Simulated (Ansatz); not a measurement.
Consider Mo.

```yaml
crystal:
  lattice:
    - [0.00000, 4.74986, -0.35624]
    - [-2.74234, 0.00000, 0.00000]
    - [0.00000, -0.18691, 2.49207]
  atoms:
    - { symbol: Mo, position: [0.00000, 0.00000, 0.50000] }
    - { symbol: Mo, position: [0.50000, 0.50000, 0.50000] }
```

Space group C2/m; a structure from a database of computed crystals, not necessarily the ambient phase; changed on purpose from its base cell (strain -0.1500 x Voigt [0, 0, 0, 1, 0, 0], atoms carried along); computed without spin polarisation.

Theory: DFT PBEsol, scalar-relativistic, plane waves, PAW (Ansatz 0.2.0).

Predict the valence pseudo-density and electron localisation function between the atoms.

Mo–Mo (2.50 Å): ρ at the midpoint is about 0.57 e/Å³; the ELF is about 0.30 at the midpoint.
Mo–Mo (2.74 Å): ρ is about 0.37 e/Å³ halfway; the ELF is about 0.30 at the midpoint.

Does the calculation give a band gap?

It is gapless in this calculation (a metal or semimetal).

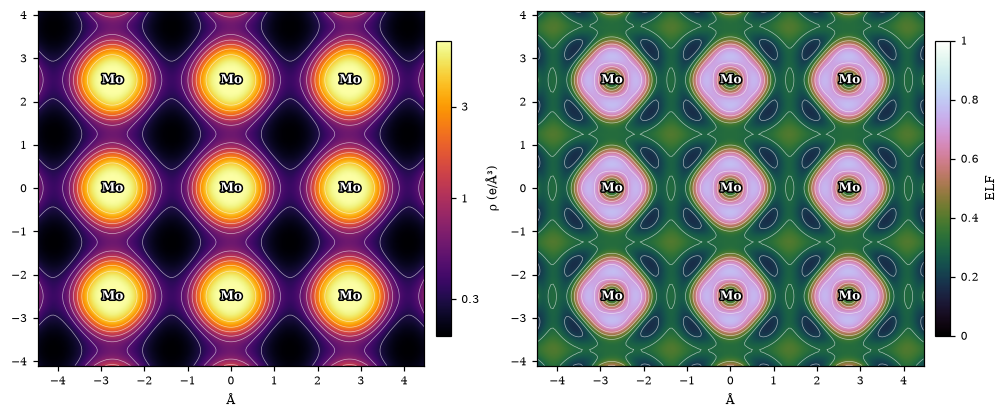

Computed valence pseudo-density and electron localisation function on the (100) plane of the conventional cell, in this order. 

Core electrons are frozen (PAW), and the valence fields are smoothed inside the atomic spheres.
